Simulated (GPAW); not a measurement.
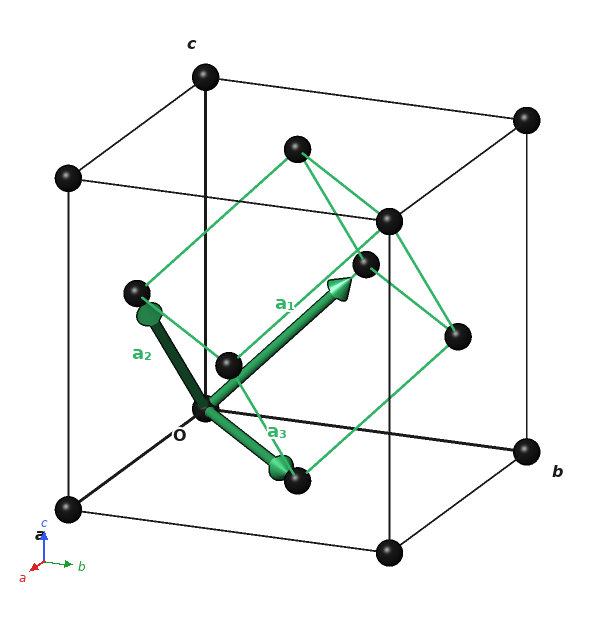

Crystal: ZrO2, a cell listed in the Materials Project, as set up for an electronic-structure calculation. The conventional cell (thin) and a primitive cell (coloured, vectors a₁, a₂, a₃), with the lattice points alone. The drawing is computed from the coordinates (standard cell, symmetry found to 0.002 Å).

a = 5.090 Å, b = 5.090 Å, c = 5.090 Å, α = 90.00°, β = 90.00°, γ = 90.00°.

**What is the centring, and how are the primitive vectors built?**

F, face-centred cubic, with lattice points at (0, 0, 0), (1/2, 1/2, 0), (1/2, 0, 1/2), (0, 1/2, 1/2). a₁ = 1/2 b + 1/2 c; a₂ = 1/2 a + 1/2 c; a₃ = 1/2 a + 1/2 b.

**Give the primitive cell's size and content.**

Edges 3.599, 3.599, 3.599 Å; angles 60.00°, 60.00°, 60.00°; volume 32.97 Å³, 1/4 of the conventional cell; 3 of its 12 atoms.
